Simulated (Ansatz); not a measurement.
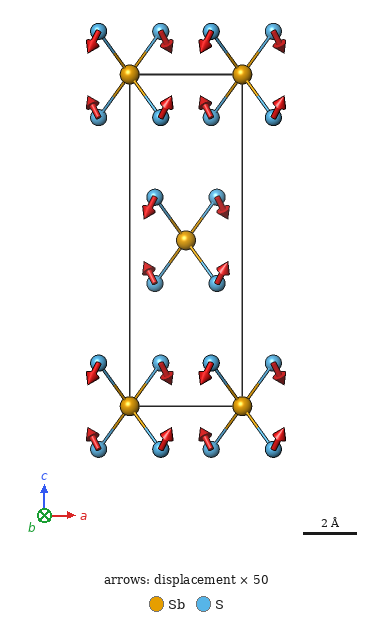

This is a relaxation of solid SbS4 (set up in I-42m). The starting structure is drawn; red arrows show the displacements (the part carried along by the change of the cell is left out), magnified 50 times.

A ball-and-stick model of the conventional cell (2 times the calculation's cell), seen along the b axis. Lengths and directions refer to the drawn axes.

Case: 3 of 3 Li taken out, relaxed.

These are results of DFT r2SCAN, scalar-relativistic, plane waves, PAW (Ansatz 0.2.0), not measurements. Settings: plane-wave cutoff 500 eV; k-point mesh 10 × 10 × 10; occupations gaussian; smearing width 0.1 eV; no spin polarisation; cell and atoms relaxed; force threshold 0.025 eV/Å; at most 70 steps.

Which element moves most?

Answer. Sulfur: up to 0.021 Å, against 0.000 Å for antimony.

What did the optimiser do to the structure, and how much energy did it gain?

Answer. After 2 accepted moves (3 points after the start) the energy has fallen by 1.5 meV per cell of the calculation. Largest force component: 0.031 eV/Å at the start, 0.0033 eV/Å at the end. Pressure: 0.09 GPa at the start and 0.07 GPa at the end. The SCF was repeated once at an unchanged geometry on a basis and grid sized afresh for the cell, which shifted the energy by 0.1 meV per cell of the calculation at most. The largest moves relative to the cell, 0.021 Å, are those of S atoms. Sb stays in place. Cell: a = b 4.315 → 4.311 Å (−0.1 %), c 12.711 → 12.795 Å (+0.7 %). Volume +0.4 %. The space group stays I-42m (No. 121). The run took 58 s on 2 threads of Intel(R) Xeon(R) 6975P-C (Granite Rapids), on a shared host, peak memory 0.81 GiB.
